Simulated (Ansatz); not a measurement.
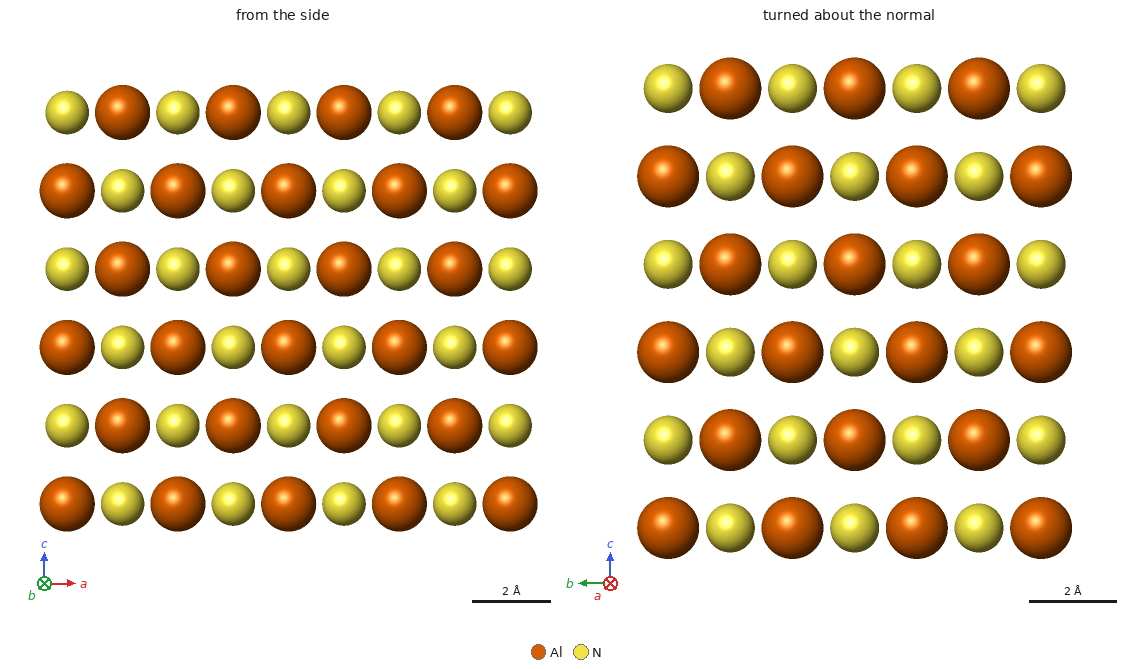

A spheres-only picture of a periodic slab, seen from the side and turned about the normal. The surface normal points up in side views; the vacuum is left out. 4×3 cells are drawn in the plane, with atoms at the edges repeated.

The cell holds 6 Al, 6 N.

Question: What do the upper and lower surfaces expose?

Answer: The top face ends in Al and N, the bottom face in Al and N. The two faces are alike.

Question: What is its extent along the surface normal?

Answer: About 10 Å from the lowest to the highest atom.

Question: What is the order of the atomic planes, starting from the top?

Answer: Six planes: AlN / AlN / AlN / AlN / AlN / AlN.

The cell started as a structure listed in the Materials Project. The cell was then strained or its atoms displaced on purpose. It was the input of a calculation with Ansatz.

At this level of theory the run's own cell isn't at rest (stretched, at -4 GPa and forces up to 0.9 eV/Å), so its distances can differ from those at equilibrium, the more so the softer the solid.
